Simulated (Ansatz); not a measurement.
## Electronic structure of Al2Ru in real space

Input

```
crystal:
  lattice:
    - [-3.1218205081, 0.0, 0.0]
    - [0.0, -3.1218205081, 0.0]
    - [0.0, 0.0, 17.8899668331]
  atoms:
    - { symbol: Al, position: [0.0, 0.0, 0.1931134013] }
    - { symbol: Al, position: [0.5, 0.5, 0.9011904617] }
    - { symbol: Al, position: [0.0, 0.0, 0.6651647749] }
    - { symbol: Al, position: [0.5, 0.5, 0.4291390881] }
    - { symbol: Al, position: [0.5, 0.5, 0.2789379722] }
    - { symbol: Al, position: [1.0, 1.0, 0.0429122855] }
    - { symbol: Al, position: [0.5, 0.5, 0.7509893458] }
    - { symbol: Al, position: [1.0, 1.0, 0.514963659] }
    - { symbol: Ru, position: [0.0, 0.0, 0.3540385302] }
    - { symbol: Ru, position: [0.5, 0.5, 0.1180128434] }
    - { symbol: Ru, position: [0.0, 0.0, 0.8260899037] }
    - { symbol: Ru, position: [0.5, 0.5, 0.590064217] }
basis:
  ecutwfc: 500
kpoints:
  mp_grid: { grid: [15, 15, 3] }
hamiltonian:
  xc: r2scan
scf:
  occupations: { method: gaussian, width: 0.15 }
output:
  forces: true
  stress: true
  eigenvalues: true
  write_density: true
  write_potential: true
  elf: true
  volumetric_format: npy
```

Launched as:

```sh
ansatz run input.yaml --threads 2 --pin off --max-ram 5120MiB --backend cpu --events-out ev --progress --plain --runs-dir out
```

Below, planes, directions and counts refer to the conventional cell (a = 3.12 Å, b = 3.12 Å, c = 17.89 Å, α = 90.00°, β = 90.00°, γ = 90.00°).

Space group P4/nmm; a structure from a database of computed crystals, not necessarily the ambient phase; not relaxed (largest force 1.0 eV/Å); computed pressure about −4 GPa in this cell; computed without spin polarisation.

These are results of DFT r2SCAN, scalar-relativistic, plane waves, PAW in Ansatz, not measurements.

In a PAW calculation such maps are meaningful between the atoms, not at the nuclei.

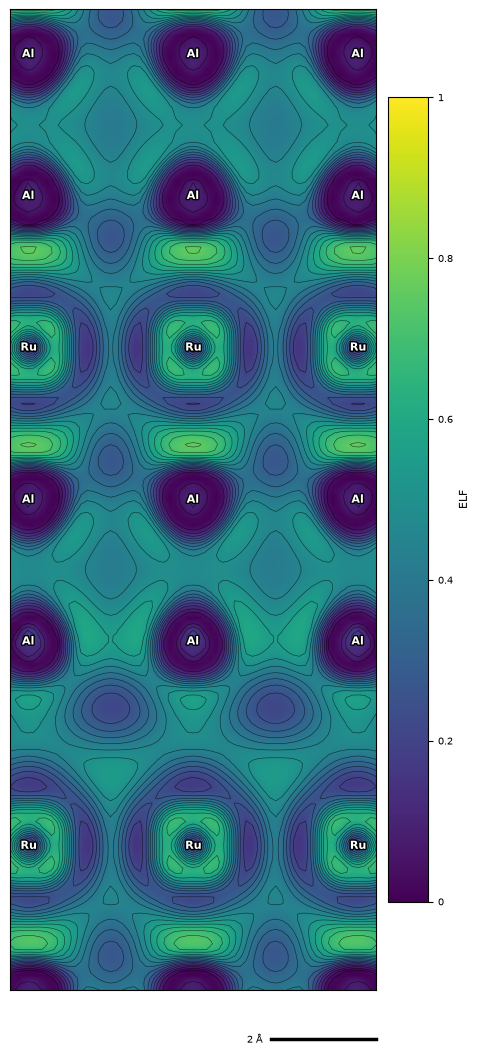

Figure 1. Electron localisation function on the (100) plane of the conventional cell.

Question: What do the fields say about this system?

Answer: Atoms in the plane: Al and Ru. Al–Al (2.69 Å): the ELF is about 0.45 at the midpoint. Al–Ru (2.88 Å): the ELF is about 0.50 at the midpoint. The features right at Ru lie inside the PAW spheres, where the map follows smoothed inner orbitals and isn't to be read closely.

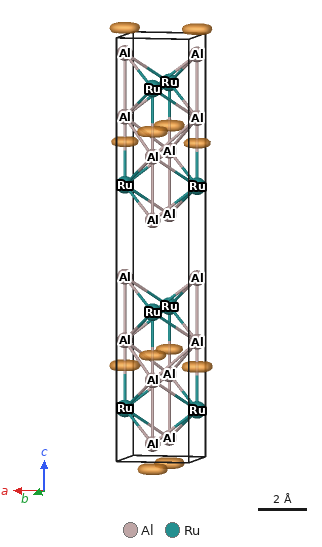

Figure 2. Isosurface of the electron localisation function at 0.65 (orange), seen at an oblique angle. Only the valence region is drawn (cores and ρ < 0.01 e/Å³ removed). Sticks mark near contacts.

Question: What do the ELF domains correspond to?

Answer: The ELF exceeds this value in six lobes of the valence shell of Al pointing towards Ru (polar bonds), counted in one cell of 12 atoms. Any copies at cell faces, edges or corners count once. Along the contacts the grid gives the following. Al–Ru (2.58 Å): the ELF is about 0.40 at the midpoint.

Question: Does the calculation give a band gap?

Answer: It is metallic or semimetallic at this level of theory: no gap opens.
